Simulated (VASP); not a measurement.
Geometry relaxation of Nb (part 2 of 3)

The same run, continued: Nb (1 atom in the cell); Kohn-Sham DFT of a periodic cell, LDA, spin-orbit coupling, VASP PAW LDA potentials, recommended, no spin polarisation (VASP 6.6.1); cutoff 600 eV, 7×7×7 k-mesh, fermi-dirac of 0.05 eV. The structure was built on a prototype by a generator; it need not be a known phase. It belongs to a series of runs on one base structure; here: soc = True.

Geometry of the input (Å; fractional positions):
```
2.7196  0.0000  0.0000
0.0000  2.7196  0.0000
0.0000  0.0000  2.7196
Nb 0.5000  0.5000  0.5000
```

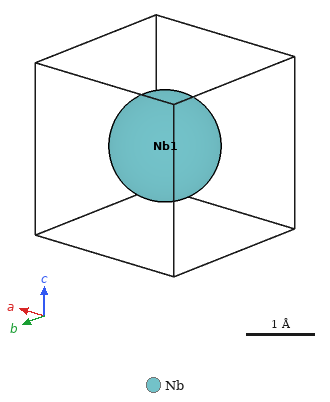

**Figure 1.** The input geometry (spheres-only view of the cell of the calculation, seen at an oblique angle; atoms are numbered from 1 in the order of the input).

Parts of OUTCAR, continued
```
  ion indices of the primitive-cell ions
   primitive index   ion index
                 1           1

----------------------------------------------------------------------------------------

 KPOINTS: Automatic mesh

Automatic generation of k-mesh.
 Grid dimensions read from file:
 generate k-points for:    7    7    7

 Generating k-lattice:

  Cartesian coordinates                     Fractional coordinates (reciprocal lattice)
     0.052527961  0.000000000  0.000000000     0.142857143  0.000000000  0.000000000
     0.000000000  0.052527961  0.000000000     0.000000000  0.142857143  0.000000000
     0.000000000  0.000000000  0.052527961     0.000000000  0.000000000  0.142857143

  Length of vectors
     0.052527961  0.052527961  0.052527961

  Shift w.r.t. Gamma in fractional coordinates (k-lattice)
     0.000000000  0.000000000  0.000000000

 Subroutine IBZKPT returns following result:
 ===========================================

 Found     20 irreducible k-points:

 Following reciprocal coordinates:
            Coordinates               Weight
  0.000000  0.000000  0.000000      1.000000
  0.142857  0.000000  0.000000      6.000000
  0.285714  0.000000  0.000000      6.000000
  0.428571  0.000000  0.000000      6.000000
  0.142857  0.142857  0.000000     12.000000
  0.285714  0.142857  0.000000     24.000000
  0.428571  0.142857  0.000000     24.000000
  0.285714  0.285714  0.000000     12.000000
  0.428571  0.285714  0.000000     24.000000
  0.428571  0.428571  0.000000     12.000000
  0.142857  0.142857  0.142857      8.000000
  0.285714  0.142857  0.142857     24.000000
  0.428571  0.142857  0.142857     24.000000
  0.285714  0.285714  0.142857     24.000000
  0.428571  0.285714  0.142857     48.000000
  0.428571  0.428571  0.142857     24.000000
  0.285714  0.285714  0.285714      8.000000
  0.428571  0.285714  0.285714     24.000000
  0.428571  0.428571  0.285714     24.000000
  0.428571  0.428571  0.428571      8.000000
   k-points           NKPTS =     20   k-points in BZ     NKDIM =     20   number of bands    NBANDS=     20
   number of dos      NEDOS =    301   number of ions     NIONS =      1
   total plane-waves  NPLWV =  13824
   dimension x,y,z NGX =    24 NGY =   24 NGZ =   24
   dimension x,y,z NGXF=    48 NGYF=   48 NGZF=   48
   ions per type =               1
   NGX,Y,Z   is equivalent  to a cutoff of  14.67, 14.67, 14.67 a.u.
   NGXF,Y,Z  is equivalent  to a cutoff of  29.34, 29.34, 29.34 a.u.
 SYSTEM =  unknown system
   PREC   = accura    normal or accurate (medium, high low for compatibility)
   ISTART =      0    job   : 0-new  1-cont  2-samecut
   ICHARG =      2    charge: 1-file 2-atom 10-const
   ISPIN  =      1    spin polarized calculation?
   LNONCOLLINEAR =      T non collinear calculations
   LSORBIT =      T    spin-orbit coupling
   LASPH  =      T    aspherical Exc in radial PAW
   ENCUT  =  600.0 eV  44.10 Ry    6.64 a.u.   5.43  5.43  5.43*2*pi/ulx,y,z
   NELM   =     80;   NELMIN=  2; NELMDL= -5     # of ELM steps
   EDIFF  = 0.1E-05   stopping-criterion for ELM
   LREAL  =      F    real-space projection
   EDIFFG = -.1E-01   stopping-criterion for IOM
   NSW    =     60    number of steps for IOM
   IBRION =      2    ionic relax: 0-MD 1-quasi-New 2-CG
   NFREE  =      1    steps in history (QN), initial steepest desc. (CG)
   ISIF   =      3    stress and relaxation
   ISYM   =      2    0-nonsym 1-usesym 2-fastsym
   POTIM  = 0.5000    time-step for ionic-motion
   TEBEG  =    0.0;   TEEND  =   0.0 temperature during run
   PSTRESS=    0.0 pullay stress
   NELECT =      13.0000    total number of electrons
   NUPDOWN=      -1.0000    fix difference up-down
   EMIN   =  10.00;   EMAX   =-10.00  energy-range for DOS
   EFERMI =   0.00;   METHOD = LEGACY
   ISMEAR =    -1;   SIGMA  =   0.05  broadening in eV -4-tet -1-fermi 0-gaus
   EFERMI_NEDOS =   21; number of points for ismear=-14 and -15
   IALGO  =     68    algorithm
   IMIX   =      4    mixing-type and parameters
     AMIX     =   0.40;   BMIX     =  1.00
     AMIX_MAG =   1.60;   BMIX_MAG =  1.00
  volume/ion in A,a.u.               =      20.12       135.75
  Fermi-wavevector in a.u.,A,eV,Ry     =   1.415396  2.674710 27.257162  2.003345
  Thomas-Fermi vector in A             =   2.536839
   LORBIT       =     11    0 simple, 1 ext, 2 COOP (PROOUT), +10 PAW based schemes
   GGA     = CA    functional components
   LHFCALC =     F    Hartree Fock is set to
   AEXX    =    0.0000 exact exchange contribution
   IVDW    =     0    specifies the selected vdW correction
   LEPSILON=     F    determine dielectric tensor
   LRPA    =     F    only Hartree local field effects (RPA)
 conjugate gradient relaxation of ions
 RMM-DIIS sequential band-by-band and
  energy-cutoff  :      600.00
  volume of cell :       20.12
 maximum number of plane-waves:      1382
 NGX is ok and might be reduce to    24
   NGX = 11   NGY = 11   NGZ = 11

--------------------------------------- Ionic step        1  -------------------------------------------

 number of electron      12.9999999 magnetization       0.0000000      0.0000000      0.0000000

 number of electron      12.9999999 magnetization      -0.0000000      0.0000000      0.0000000

 number of electron      12.9999999 magnetization      -0.0000000      0.0000000     -0.0000000

 Free energy of the ion-electron system (eV)
  ---------------------------------------------------
  ext. energy  EPLUGINS =         0.00000000
  ---------------------------------------------------
  free energy    TOTEN  =       -10.39259728 eV

  energy without entropy =      -10.38094340  energy(sigma->0) =      -10.38677034

 E-fermi :   9.4132     XC(G=0): -12.0325     alpha+bet :-17.1255

 val. band max:        9.4024399288   @ k =   0.4286   0.4286   0.1429
 cond. band min:       9.4342119136   @ k =   0.2857   0.2857   0.2857
 fundamental gap:      0.0317719848
 Fermi energy:         9.4132082687

 k-point     1 :       0.0000    0.0000    0.0000
  band No.  band energies     occupation
      1     -44.7736      1.00000
      2     -44.7736      1.00000
      3     -21.6580      1.00000
      4     -21.6580      1.00000
      5     -19.5070      1.00000
      6     -19.5070      1.00000
      7     -19.5070      1.00000
      8     -19.5070      1.00000
      9       4.0112      1.00000
     10       4.0112      1.00000
     11       6.8312      1.00000
     12       6.8312      1.00000
     13       6.8312      1.00000
     14       6.8312      1.00000
     15      14.6059      0.00000
     16      14.6059      0.00000
     17      14.6059      0.00000
     18      14.6059      0.00000
     19      14.7698      0.00000
     20      14.7699      0.00000

 k-point     2 :       0.1429    0.0000    0.0000
  band No.  band energies     occupation
      1     -44.7385      1.00000
      2     -44.7385      1.00000
      3     -21.7402      1.00000
      4     -21.7402      1.00000
      5     -19.6953      1.00000
      6     -19.6953      1.00000
      7     -19.4802      1.00000
      8     -19.4802      1.00000
      9       4.5582      1.00000
     10       4.5582      1.00000
     11       6.9820      1.00000
     12       6.9820      1.00000
     13       7.4790      1.00000
     14       7.4790      1.00000
     15      13.7958      0.00000
     16      13.7958      0.00000
     17      13.8936      0.00000
     18      13.8937      0.00000
     19      14.7284      0.00000
     20      14.7289      0.00000

 k-point     3 :       0.2857    0.0000    0.0000
  band No.  band energies     occupation
      1     -44.6584      1.00000
      2     -44.6584      1.00000
      3     -21.9935      1.00000
      4     -21.9935      1.00000
      5     -20.0142      1.00000
      6     -20.0142      1.00000
      7     -19.4194      1.00000
      8     -19.4194      1.00000
      9       5.7437      1.00000
     10       5.7437      1.00000
     11       7.3464      1.00000
     12       7.3464      1.00000
     13       9.1124      0.99757
     14       9.1124      0.99757
     15      12.3931      0.00000
     16      12.3931      0.00000
     17      12.4825      0.00000
     18      12.4827      0.00000
     19      14.8656      0.00000
     20      14.8764      0.00000

 k-point     4 :       0.4286    0.0000    0.0000
  band No.  band energies     occupation
      1     -44.5931      1.00000
      2     -44.5931      1.00000
      3     -22.2597      1.00000
      4     -22.2597      1.00000
      5     -20.1762      1.00000
      6     -20.1762      1.00000
      7     -19.3701      1.00000
      8     -19.3701      1.00000
      9       6.8611      1.00000
     10       6.8611      1.00000
     11       7.6698      1.00000
     12       7.6698      1.00000
     13      10.1381      0.00000
     14      10.1382      0.00000
     15      11.4975      0.00000
     16      11.4975      0.00000
     17      11.5778      0.00000
     18      11.5779      0.00000
     19      14.9823      0.00000
     20      14.9928      0.00000

 k-point     5 :       0.1429    0.1429    0.0000
  band No.  band energies     occupation
      1     -44.7036      1.00000
      2     -44.7036      1.00000
      3     -21.8094      1.00000
      4     -21.8094      1.00000
      5     -19.7882      1.00000
      6     -19.7882      1.00000
      7     -19.5557      1.00000
      8     -19.5557      1.00000
      9       5.0955      1.00000
     10       5.0955      1.00000
     11       7.3850      1.00000
     12       7.3850      1.00000
     13       7.8566      1.00000
     14       7.8566      1.00000
     15      12.9648      0.00000
     16      12.9648      0.00000
     17      13.7843      0.00000
     18      13.7843      0.00000
     19      14.0912      0.00000
     20      14.0913      0.00000

 [... the levels of 14 k-points are left out ...]

 k-point    20 :       0.4286    0.4286    0.4286
  band No.  band energies     occupation
      1     -44.2507      1.00000
      2     -44.2507      1.00000
      3     -22.5682      1.00000
      4     -22.5682      1.00000
      5     -20.5657      1.00000
      6     -20.5657      1.00000
      7     -20.5590      1.00000
      8     -20.5590      1.00000
      9       7.0835      1.00000
     10       7.0835      1.00000
     11       7.3705      1.00000
     12       7.3705      1.00000
     13       7.4238      1.00000
     14       7.4238      1.00000
     15      15.8222      0.00000
     16      15.8255      0.00000
     17      15.9229      0.00000
     18      15.9542      0.00000
     19      17.8372      0.00000
     20      17.8569      0.00000

------------------------ aborting loop because EDIFF is reached ----------------------------------------

  FORCE on cell =-STRESS in cart. coord.  units (eV):
  Direction    XX          YY          ZZ          XY          YZ          ZX
  --------------------------------------------------------------------------------------
  -------------------------------------------------------------------------------------
  Total       -1.0380282     -1.0380282     -1.0380282     -0.0000000     -0.0000000     -0.0000000
  in kB      -82.6771467    -82.6771467    -82.6771467     -0.0000000     -0.0000000     -0.0000000
  external PRESSURE =     -82.6771467 kB  Pullay stress =       0.0000000 kB

 VOLUME and BASIS-vectors are now :
 -----------------------------------------------------------------------------
  energy-cutoff  :      600.00
  volume of cell :       20.12
      direct lattice vectors                 reciprocal lattice vectors
     2.719640000  0.000000000  0.000000000     0.367695724  0.000000000  0.000000000
     0.000000000  2.719640000  0.000000000     0.000000000  0.367695724  0.000000000
     0.000000000  0.000000000  2.719640000     0.000000000  0.000000000  0.367695724

 POSITION                                       TOTAL-FORCE (eV/Angst)
 -----------------------------------------------------------------------------------
      1.35982      1.35982      1.35982         0.000000      0.000000      0.000000
 -----------------------------------------------------------------------------------
    total drift:                                0.000000     -0.000000     -0.000000

  FREE ENERGIE OF THE ION-ELECTRON SYSTEM (eV)
  ---------------------------------------------------
  free  energy   TOTEN  =       -10.3925972785 eV

  energy  without entropy=      -10.3809433958  energy(sigma->0) =      -10.38677034

--------------------------------------- Ionic step        2  -------------------------------------------

 number of electron      12.9999999 magnetization      -0.0000000     -0.0000000     -0.0000000

 number of electron      12.9999999 magnetization       0.0000000      0.0000000      0.0000000

 number of electron      12.9999999 magnetization      -0.0000000      0.0000000      0.0000000

 number of electron      12.9999999 magnetization      -0.0000000      0.0000000     -0.0000000

------------------------ aborting loop because EDIFF is reached ----------------------------------------

  FORCE on cell =-STRESS in cart. coord.  units (eV):
  Direction    XX          YY          ZZ          XY          YZ          ZX
  --------------------------------------------------------------------------------------
  -------------------------------------------------------------------------------------
  Total        1.8706124      1.8706124      1.8706124     -0.0000000      0.0000000     -0.0000000
  in kB      173.8181956    173.8181956    173.8181956     -0.0000000      0.0000000     -0.0000000
  external PRESSURE =     173.8181956 kB  Pullay stress =       0.0000000 kB

 VOLUME and BASIS-vectors are now :
 -----------------------------------------------------------------------------
  energy-cutoff  :      600.00
  volume of cell :       17.24
      direct lattice vectors                 reciprocal lattice vectors
     2.583447946 -0.000000000 -0.000000000     0.387079601  0.000000000  0.000000000
    -0.000000000  2.583447946  0.000000000     0.000000000  0.387079601  0.000000000
    -0.000000000 -0.000000000  2.583447946     0.000000000  0.000000000  0.387079601

 POSITION                                       TOTAL-FORCE (eV/Angst)
 -----------------------------------------------------------------------------------
      1.29172      1.29172      1.29172         0.000000     -0.000000      0.000000
 -----------------------------------------------------------------------------------
    total drift:                                0.000000     -0.000000     -0.000000

  FREE ENERGIE OF THE ION-ELECTRON SYSTEM (eV)
  ---------------------------------------------------
  free  energy   TOTEN  =       -10.3415718597 eV

  energy  without entropy=      -10.3361355706  energy(sigma->0) =      -10.33885372

--------------------------------------- Ionic step        3  -------------------------------------------

 number of electron      13.0000002 magnetization       0.0000000      0.0000000      0.0000000

 number of electron      13.0000002 magnetization      -0.0000000     -0.0000000      0.0000000

 number of electron      13.0000002 magnetization       0.0000000      0.0000000     -0.0000000

------------------------ aborting loop because EDIFF is reached ----------------------------------------

  FORCE on cell =-STRESS in cart. coord.  units (eV):
  Direction    XX          YY          ZZ          XY          YZ          ZX
  --------------------------------------------------------------------------------------
  -------------------------------------------------------------------------------------
  Total       -0.0281711     -0.0281711     -0.0281711      0.0000000     -0.0000000     -0.0000000
  in kB       -2.3822511     -2.3822511     -2.3822511      0.0000000     -0.0000000     -0.0000000
  external PRESSURE =      -2.3822511 kB  Pullay stress =       0.0000000 kB

 VOLUME and BASIS-vectors are now :
```
